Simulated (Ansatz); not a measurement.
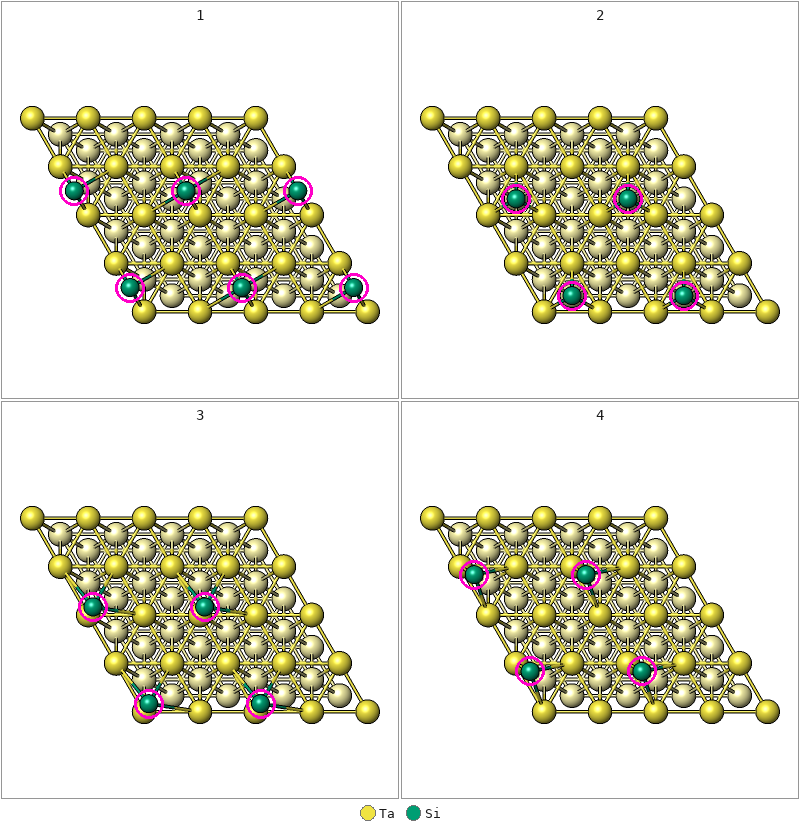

Si on a Ta(111) slab cut from the Fm-3m phase, its upper half relaxed before the scan (12 atoms of substrate and one adsorbate in a 2 × 2 cell). Si is moved over the surface cell; relaxed at each place: the height of the adsorbate's atoms; substrate rigid; the origin of the map has the adsorbate above Ta9. Places are given modulo a cell vector. The map is drawn in real space over the plane of the surface. Grid: 6 × 6 points; 10 points were computed and 26 follow by symmetry. Places are given in fractions of the 1 × 1 surface cell. Energies are in eV, from the lowest grid point. These are results of Ansatz, DFT PBE, scalar-relativistic, plane waves, PAW, not measurements. Settings: cutoff 420 eV, k-mesh 6×6×1, gaussian smearing 0.1 eV, no spin polarisation.

The numbered pictures are structures from this grid. Rings mark the moved atoms.

### Rank them by energy, lowest first.

2, at a threefold hollow over a third-layer Ta atom, (4/6, 2/6) of the cell vectors: 0.00 eV; 1, at a bridge site between two Ta atoms, (0/6, 3/6) of the cell vectors: 0.26 eV; 4, at (1/6, 5/6) of the cell vectors [nearest 1 Ta at 2.39 Å]: 0.82 eV; 3, at (1/6, 1/6) of the cell vectors [nearest 1 Ta at 2.40 Å]: 1.08 eV.

The map, with the structures marked:

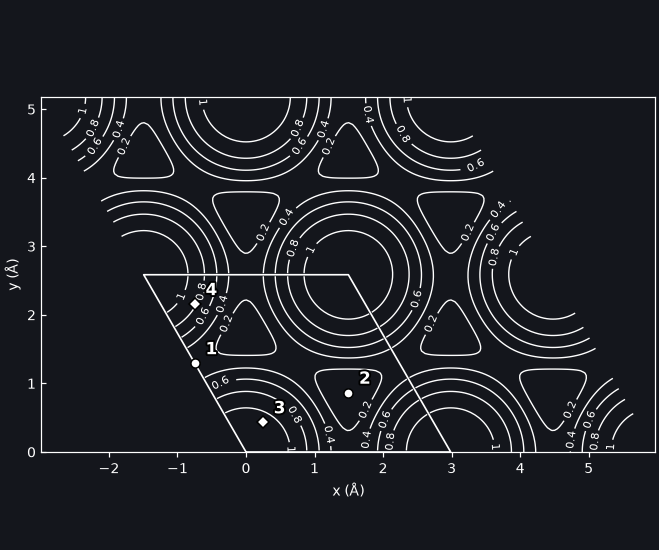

In the figure: contour lines labelled in eV, the outline of one cell of the 2 × 2 shown. Between grid points the surface is interpolated.

PAW datasets: the set soft_1.
